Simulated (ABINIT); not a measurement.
Al$_{2}$O$_{3}$: geometry relaxation (part 2 of 4)

Al$_{2}$O$_{3}$ (R-3c, 10 atoms in the cell); Kohn-Sham DFT of a periodic cell, PBE, PseudoDojo NC SR PBE v0.4.1 standard, no spin polarisation (ABINIT 10.8.3); cutoff 1142.88 eV, 4×4×4 k-mesh, fermi-dirac of 0.05 eV. The structure derives from an entry of the Crystallography Open Database.

Geometry of the input (Å; fractional positions):
```
2.3803  1.3742  4.3319
-2.3803  1.3742  4.3319
0.0000  -2.7485  4.3319
Al 0.3522  0.3522  0.3522
Al 0.1478  0.1478  0.1478
Al 0.6478  0.6478  0.6478
Al 0.8522  0.8522  0.8522
O  0.5567  0.9433  0.2500
O  0.2500  0.5567  0.9433
O  0.9433  0.2500  0.5567
O  0.4433  0.0567  0.7500
O  0.7500  0.4433  0.0567
O  0.0567  0.7500  0.4433
```

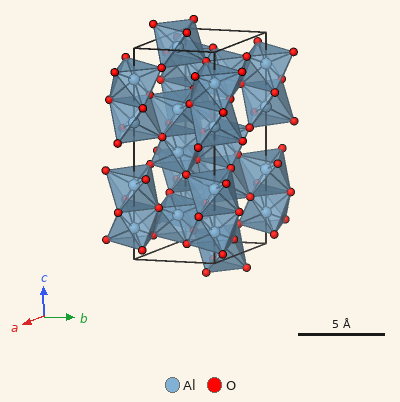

Fig. 1: The structure as given in the input (polyhedral view of the cell 3 times as large as that of the calculation, set on its symmetry axes, seen at an oblique angle; polyhedra are completed across the faces of the cell).

**The program's output, continued**
```
 Cartesian coordinates (xcart) [bohr]
 -1.19899232531857E-18 -3.56526418859465E-11  8.64838924462689E+00
 -1.26238564102536E-17 -1.49674218103252E-11  3.63067317675386E+00
 -2.64467051458257E-17 -6.55871971890703E-11  1.59097355981346E+01
 -2.88446897964629E-17 -8.62735490112571E-11  2.09274516660076E+01
 -1.73911468915990E+00  2.59693341064650E+00  1.43255728248910E+01
 -1.37945296107893E+00 -2.80458420628463E+00  1.43255728250017E+01
  3.11856765023884E+00  2.07650795460959E-01  1.43255728249400E+01
  1.73911468915990E+00 -2.59693341074774E+00  1.02325520178705E+01
  1.37945296107893E+00  2.80458420618339E+00  1.02325520177599E+01
 -3.11856765023884E+00 -2.07650795562200E-01  1.02325520178216E+01
 Reduced coordinates (xred)
  3.52160000000000E-01  3.52160000000000E-01  3.52160000000000E-01
  1.47840000000000E-01  1.47840000000000E-01  1.47840000000000E-01
  6.47840000000000E-01  6.47840000000000E-01  6.47840000000000E-01
  8.52160000000000E-01  8.52160000000000E-01  8.52160000000000E-01
  5.56680000000000E-01  9.43320000000000E-01  2.50000000000000E-01
  2.50000000000000E-01  5.56680000000000E-01  9.43320000000000E-01
  9.43320000000000E-01  2.50000000000000E-01  5.56680000000000E-01
  4.43320000000000E-01  5.66800000000000E-02  7.50000000000000E-01
  7.50000000000000E-01  4.43320000000000E-01  5.66800000000000E-02
  5.66800000000000E-02  7.50000000000000E-01  4.43320000000000E-01
 Cartesian forces (fcart) [Ha/bohr]; max,rms= 1.00196E-03 5.61881E-04 (free atoms)
 -2.70334223654284E-19 -2.05215544731545E-14 -1.00195764856792E-03
 -2.04390213906353E-19  2.05215111050676E-14  1.00195764856792E-03
  2.05282093305154E-19  2.05215111050676E-14  1.00195764856792E-03
  1.39338083557223E-19 -2.05215544731545E-14 -1.00195764856792E-03
 -9.53558427669177E-04 -5.47591800726357E-20 -2.97763863630529E-20
  4.76779213834589E-04 -8.25805822373093E-04 -3.40432904150330E-15
  4.76779213834589E-04  8.25805822373094E-04  3.40435614655754E-15
  9.53558427669178E-04  1.28467502549552E-20  3.79900605955324E-20
 -4.76779213834589E-04  8.25805822373093E-04  3.40432904150323E-15
 -4.76779213834589E-04 -8.25805822373093E-04 -3.40436436023156E-15
 Gradient of E wrt nuclear positions in reduced coordinates (gred)
  8.20206700689690E-03  8.20206700689689E-03  8.20206700689689E-03
 -8.20206700689689E-03 -8.20206700689690E-03 -8.20206700689689E-03
 -8.20206700689690E-03 -8.20206700689689E-03 -8.20206700689689E-03
  8.20206700689689E-03  8.20206700689690E-03  8.20206700689689E-03
  4.28912546175173E-03 -4.28912546175173E-03 -4.06611506555683E-20
  2.09539011772541E-19  4.28912546175173E-03 -4.28912546175173E-03
 -4.28912546175173E-03  1.54379539670583E-19  4.28912546175173E-03
 -4.28912546175173E-03  4.28912546175173E-03 -2.44263907054494E-19
  6.57822726790594E-19 -4.28912546175173E-03  4.28912546175173E-03
  4.28912546175173E-03 -6.50262231456043E-19 -4.28912546175173E-03
 Scale of Primitive Cell (acell) [bohr]
  9.69471659527075E+00  9.69471659527075E+00  9.69471659545972E+00
 Real space primitive translations (rprimd) [bohr]
  4.49802061131777E+00  2.59693341067181E+00  8.18604161420065E+00
 -4.49802061131777E+00  2.59693341067181E+00  8.18604161420065E+00
  0.00000000000000E+00 -5.19386682144486E+00  8.18604161436021E+00
 Unitary Cell Volume (ucvol) [Bohr^3]=  5.73729859923550E+02
 Angles (23,13,12)= [degrees]
  5.52866708029279E+01  5.52866708029279E+01  5.52866708043084E+01
 Lengths [Bohr]
  9.69471659558586E+00  9.69471659558586E+00  9.69471659570010E+00
 Stress tensor in cartesian coordinates (strten) [Ha/bohr^3]
 -2.13104334864185E-04  0.00000000000000E+00  0.00000000000000E+00
  0.00000000000000E+00 -2.13104334517958E-04  1.87122151027165E-13
  0.00000000000000E+00  1.87122151027165E-13 -1.92333580603578E-04
 Total energy (etotal) [Ha]= -1.09120200765098E+02

--- Iteration: ( 2/60) Internal Cycle: (1/1)
--------------------------------------------------------------------------------

---SELF-CONSISTENT-FIELD CONVERGENCE--------------------------------------------

--- !BeginCycle
iteration_state: {dtset: 1, itime: 2, icycle: 1, }
solver: {iscf: 7, nstep: 100, nline: 4, wfoptalg: 0, }
tolerances: {tolvrs: 1.00E-10, }
...

     iter   Etot(hartree)      deltaE(h)  residm     vres2
 ETOT  1  -109.10685967805    -1.091E+02 3.210E-04 9.035E+01
 ETOT  2  -109.10812859502    -1.269E-03 5.765E-04 6.721E+01
 ETOT  3  -109.12152257195    -1.339E-02 3.666E-04 4.701E-01
 ETOT  4  -109.12157502324    -5.245E-05 1.932E-04 9.523E-03
 ETOT  5  -109.12157535412    -3.309E-07 1.861E-04 1.736E-04
 ETOT  6  -109.12157537074    -1.662E-08 1.219E-04 2.743E-06
 ETOT  7  -109.12157537094    -2.022E-10 1.210E-04 1.528E-07
 ETOT  8  -109.12157537095    -1.165E-11 7.795E-05 2.049E-09
 ETOT  9  -109.12157537095    -4.690E-13 7.699E-05 4.975E-11

 At SCF step    9       vres2   =  4.98E-11 < tolvrs=  1.00E-10 =>converged.

 Cartesian components of stress tensor (hartree/bohr^3)
  sigma(1 1)= -5.37907658E-05  sigma(3 2)=  1.83811330E-13
  sigma(2 2)= -5.37907654E-05  sigma(3 1)=  0.00000000E+00
  sigma(3 3)= -4.57550517E-05  sigma(2 1)=  0.00000000E+00

--- !ResultsGS
iteration_state: {dtset: 1, itime: 2, icycle: 1, }
comment   : Summary of ground state results
lattice_vectors:
- [  4.5258428,   2.6129965,   8.2366757, ]
- [ -4.5258428,   2.6129965,   8.2366757, ]
- [  0.0000000,  -5.2259931,   8.2366757, ]
lattice_lengths: [   9.75468,    9.75468,    9.75468, ]
lattice_angles: [ 55.287,  55.287,  55.287, ] # degrees, (23, 13, 12)
lattice_volume:   5.8444213E+02
convergence: {deltae: -4.690E-13, res2:  4.975E-11, residm:  7.699E-05, diffor: null, }
etotal    :  -1.09121575E+02
entropy   :   0.00000000E+00
fermie    :   3.03516528E-01
cartesian_stress_tensor: # hartree/bohr^3
- [ -5.37907658E-05,   0.00000000E+00,   0.00000000E+00, ]
- [  0.00000000E+00,  -5.37907654E-05,   1.83811330E-13, ]
- [  0.00000000E+00,   1.83811330E-13,  -4.57550517E-05, ]
pressure_GPa:   1.5038E+00
xred      :
- [  3.5212E-01,   3.5212E-01,   3.5212E-01, Al]
- [  1.4788E-01,   1.4788E-01,   1.4788E-01, Al]
- [  6.4788E-01,   6.4788E-01,   6.4788E-01, Al]
- [  8.5212E-01,   8.5212E-01,   8.5212E-01, Al]
- [  5.5657E-01,   9.4343E-01,   2.5000E-01,  O]
- [  2.5000E-01,   5.5657E-01,   9.4343E-01,  O]
- [  9.4343E-01,   2.5000E-01,   5.5657E-01,  O]
- [  4.4343E-01,   5.6574E-02,   7.5000E-01,  O]
- [  7.5000E-01,   4.4343E-01,   5.6574E-02,  O]
- [  5.6574E-02,   7.5000E-01,   4.4343E-01,  O]
cartesian_forces: # hartree/bohr
- [ -5.46413033E-20,  -1.12091585E-14,  -5.47280084E-04, ]
- [  1.12732164E-20,   1.12091368E-14,   5.47280084E-04, ]
- [ -9.71470008E-20,   1.12091368E-14,   5.47280084E-04, ]
- [ -5.46413033E-20,  -1.12090478E-14,  -5.47280084E-04, ]
- [ -1.01743421E-03,  -6.30152041E-20,  -4.16846286E-20, ]
- [  5.08717103E-04,  -8.81123870E-04,  -3.63240520E-15, ]
- [  5.08717103E-04,   8.81123870E-04,   3.63236788E-15, ]
- [  1.01743421E-03,  -6.82025152E-20,  -2.27444243E-20, ]
- [ -5.08717103E-04,   8.81123870E-04,   3.63234077E-15, ]
- [ -5.08717103E-04,  -8.81123870E-04,  -3.63234300E-15, ]
force_length_stats: {min:   5.47280084E-04, max:   1.01743421E-03, mean:   8.29372557E-04, }
...

 Integrated electronic density in atomic spheres:
 ------------------------------------------------
 Atom  Sphere_radius  Integrated_density
    1        2.00000          1.04156847
    2        2.00000          1.04156847
    3        2.00000          1.04156847
    4        2.00000          1.04156847
    5        2.00000          6.44193189
    6        2.00000          6.44193189
    7        2.00000          6.44193189
    8        2.00000          6.44193189
    9        2.00000          6.44193189
   10        2.00000          6.44193189

---OUTPUT-----------------------------------------------------------------------

 Cartesian coordinates (xcart) [bohr]
  7.86925597956628E-17 -3.58689410146272E-11  8.70087503086818E+00
 -1.22477766024035E-16 -1.50641375183014E-11  3.65413857949093E+00
 -1.66262972252408E-16 -6.59971479949426E-11  1.60091521898500E+01
  1.05444139195253E-15 -8.68022666824331E-11  2.10558886412273E+01
 -1.75083130487751E+00  2.61299654099534E+00  1.44141825453654E+01
 -1.38750573216716E+00 -2.82276265831719E+00  1.44141825454768E+01
  3.13833703704467E+00  2.09766117143584E-01  1.44141825454147E+01
  1.75083130487751E+00 -2.61299654109721E+00  1.02958446753528E+01
  1.38750573216716E+00  2.82276265821533E+00  1.02958446752414E+01
 -3.13833703704467E+00 -2.09766117245452E-01  1.02958446753036E+01
 Reduced coordinates (xred)
  3.52119200563765E-01  3.52119200563765E-01  3.52119200563765E-01
  1.47880799436235E-01  1.47880799436235E-01  1.47880799436235E-01
  6.47880799436235E-01  6.47880799436235E-01  6.47880799436235E-01
  8.52119200563765E-01  8.52119200563765E-01  8.52119200563765E-01
  5.56574002439063E-01  9.43425997560937E-01  2.50000000000000E-01
  2.50000000000000E-01  5.56574002439063E-01  9.43425997560937E-01
  9.43425997560937E-01  2.50000000000000E-01  5.56574002439063E-01
  4.43425997560937E-01  5.65740024390627E-02  7.50000000000000E-01
  7.50000000000000E-01  4.43425997560937E-01  5.65740024390627E-02
  5.65740024390627E-02  7.50000000000000E-01  4.43425997560937E-01
 Cartesian forces (fcart) [Ha/bohr]; max,rms= 1.01743E-03 4.96961E-04 (free atoms)
 -5.46413033419071E-20 -1.12091584954970E-14 -5.47280083760467E-04
  1.12732164424869E-20  1.12091368114536E-14  5.47280083760467E-04
 -9.71470008060635E-20  1.12091368114536E-14  5.47280083760467E-04
 -5.46413033419071E-20 -1.12090478483627E-14 -5.47280083760467E-04
 -1.01743420657212E-03 -6.30152040590290E-20 -4.16846285969044E-20
  5.08717103286061E-04 -8.81123869590823E-04 -3.63240520366226E-15
  5.08717103286061E-04  8.81123869590823E-04  3.63236787966368E-15
  1.01743420657212E-03 -6.82025151897752E-20 -2.27444242881303E-20
 -5.08717103286061E-04  8.81123869590823E-04  3.63234077460937E-15
 -5.08717103286061E-04 -8.81123869590823E-04 -3.63234299699797E-15
 Gradient of E wrt nuclear positions in reduced coordinates (gred)
  4.50776858902603E-03  4.50776858902603E-03  4.50776858902603E-03
 -4.50776858902603E-03 -4.50776858902603E-03 -4.50776858902603E-03
 -4.50776858902603E-03 -4.50776858902603E-03 -4.50776858902603E-03
  4.50776858902603E-03  4.50776858902603E-03  4.50776858902603E-03
  4.60474724696322E-03 -4.60474724696322E-03  1.40257486271292E-20
  1.45575553014025E-19  4.60474724696322E-03 -4.60474724696322E-03
 -4.60474724696322E-03 -1.21451532101235E-19  4.60474724696322E-03
 -4.60474724696322E-03  4.60474724696322E-03 -1.69087424804361E-19
 -4.85752051589316E-20 -4.60474724696322E-03  4.60474724696322E-03
  4.60474724696322E-03  6.68802993950813E-20 -4.60474724696322E-03
 Scale of Primitive Cell (acell) [bohr]
  9.75468251342888E+00  9.75468251342888E+00  9.75468251361902E+00
 Real space primitive translations (rprimd) [bohr]
  4.52584276921184E+00  2.61299654102081E+00  8.23667574018589E+00
 -4.52584276921184E+00  2.61299654102081E+00  8.23667574018589E+00
  0.00000000000000E+00 -5.22599308214348E+00  8.23667574034645E+00
 Unitary Cell Volume (ucvol) [Bohr^3]=  5.84442132219707E+02
 Angles (23,13,12)= [degrees]
  5.52866708029279E+01  5.52866708029279E+01  5.52866708043084E+01
 Lengths [Bohr]
  9.75468251374593E+00  9.75468251374593E+00  9.75468251386088E+00
 Stress tensor in cartesian coordinates (strten) [Ha/bohr^3]
 -5.37907657765044E-05  0.00000000000000E+00  0.00000000000000E+00
  0.00000000000000E+00 -5.37907654359366E-05  1.83811330409819E-13
  0.00000000000000E+00  1.83811330409819E-13 -4.57550517058919E-05
 Total energy (etotal) [Ha]= -1.09121575370952E+02

 Difference of energy with previous step (new-old):
           Absolute (Ha)=-1.37461E-03
           Relative     =-1.25971E-05

--- Iteration: ( 3/60) Internal Cycle: (1/1)
--------------------------------------------------------------------------------

---SELF-CONSISTENT-FIELD CONVERGENCE--------------------------------------------

--- !BeginCycle
iteration_state: {dtset: 1, itime: 3, icycle: 1, }
solver: {iscf: 7, nstep: 100, nline: 4, wfoptalg: 0, }
tolerances: {tolvrs: 1.00E-10, }
...

     iter   Etot(hartree)      deltaE(h)  residm     vres2
 ETOT  1  -109.12003289231    -1.091E+02 4.605E-05 9.806E+00
 ETOT  2  -109.12015349392    -1.206E-04 5.460E-05 7.593E+00
 ETOT  3  -109.12167396963    -1.520E-03 3.667E-05 4.980E-02
 ETOT  4  -109.12167975844    -5.789E-06 1.903E-05 9.344E-04
 ETOT  5  -109.12167979598    -3.754E-08 1.453E-05 4.636E-05
 ETOT  6  -109.12167979973    -3.748E-09 1.088E-05 6.596E-07
 ETOT  7  -109.12167979978    -4.549E-11 8.456E-06 2.783E-08
 ETOT  8  -109.12167979978    -2.274E-13 6.381E-06 2.351E-10
 ETOT  9  -109.12167979977     2.899E-12 4.948E-06 5.918E-12

 At SCF step    9       vres2   =  5.92E-12 < tolvrs=  1.00E-10 =>converged.

 Cartesian components of stress tensor (hartree/bohr^3)
  sigma(1 1)= -2.26485535E-06  sigma(3 2)=  1.82684037E-13
  sigma(2 2)= -2.26485501E-06  sigma(3 1)=  0.00000000E+00
  sigma(3 3)=  1.87264746E-06  sigma(2 1)=  0.00000000E+00

--- !ResultsGS
iteration_state: {dtset: 1, itime: 3, icycle: 1, }
comment   : Summary of ground state results
lattice_vectors:
- [  4.5353662,   2.6184949,   8.2540076, ]
- [ -4.5353662,   2.6184949,   8.2540076, ]
- [  0.0000000,  -5.2369897,   8.2540076, ]
lattice_lengths: [   9.77521,    9.77521,    9.77521, ]
lattice_angles: [ 55.287,  55.287,  55.287, ] # degrees, (23, 13, 12)
lattice_volume:   5.8813929E+02
convergence: {deltae:  2.899E-12, res2:  5.918E-12, residm:  4.948E-06, diffor: null, }
etotal    :  -1.09121680E+02
entropy   :   0.00000000E+00
fermie    :   3.00364720E-01
cartesian_stress_tensor: # hartree/bohr^3
- [ -2.26485535E-06,   0.00000000E+00,   0.00000000E+00, ]
- [  0.00000000E+00,  -2.26485501E-06,   1.82684037E-13, ]
- [  0.00000000E+00,   1.82684037E-13,   1.87264746E-06, ]
pressure_GPa:   2.6058E-02
xred      :
- [  3.5209E-01,   3.5209E-01,   3.5209E-01, Al]
- [  1.4791E-01,   1.4791E-01,   1.4791E-01, Al]
- [  6.4791E-01,   6.4791E-01,   6.4791E-01, Al]
- [  8.5209E-01,   8.5209E-01,   8.5209E-01, Al]
- [  5.5642E-01,   9.4358E-01,   2.5000E-01,  O]
- [  2.5000E-01,   5.5642E-01,   9.4358E-01,  O]
- [  9.4358E-01,   2.5000E-01,   5.5642E-01,  O]
- [  4.4358E-01,   5.6421E-02,   7.5000E-01,  O]
- [  7.5000E-01,   4.4358E-01,   5.6421E-02,  O]
- [  5.6421E-02,   7.5000E-01,   4.4358E-01,  O]
cartesian_forces: # hartree/bohr
- [ -6.92055460E-20,  -6.24844172E-15,  -3.05074688E-04, ]
- [ -8.25827582E-20,   6.24855114E-15,   3.05074688E-04, ]
- [  2.58374591E-20,   6.24844172E-15,   3.05074688E-04, ]
- [  3.92146713E-20,  -6.24855114E-15,  -3.05074688E-04, ]
- [ -7.94413807E-04,   2.98095358E-21,   1.11796717E-20, ]
- [  3.97206903E-04,  -6.87982538E-04,  -2.83623993E-15, ]
- [  3.97206903E-04,   6.87982538E-04,   2.83622242E-15, ]
- [  7.94413807E-04,  -3.00860079E-20,  -1.11796717E-20, ]
- [ -3.97206903E-04,   6.87982538E-04,   2.83622242E-15, ]
- [ -3.97206903E-04,  -6.87982538E-04,  -2.83620490E-15, ]
force_length_stats: {min:   3.05074688E-04, max:   7.94413807E-04, mean:   5.98678159E-04, }
...

 Integrated electronic density in atomic spheres:
 ------------------------------------------------
 Atom  Sphere_radius  Integrated_density
    1        2.00000          1.03726427
    2        2.00000          1.03726427
    3        2.00000          1.03726427
    4        2.00000          1.03726427
    5        2.00000          6.43699086
    6        2.00000          6.43699086
    7        2.00000          6.43699086
    8        2.00000          6.43699086
    9        2.00000          6.43699086
   10        2.00000          6.43699086

---OUTPUT-----------------------------------------------------------------------
```
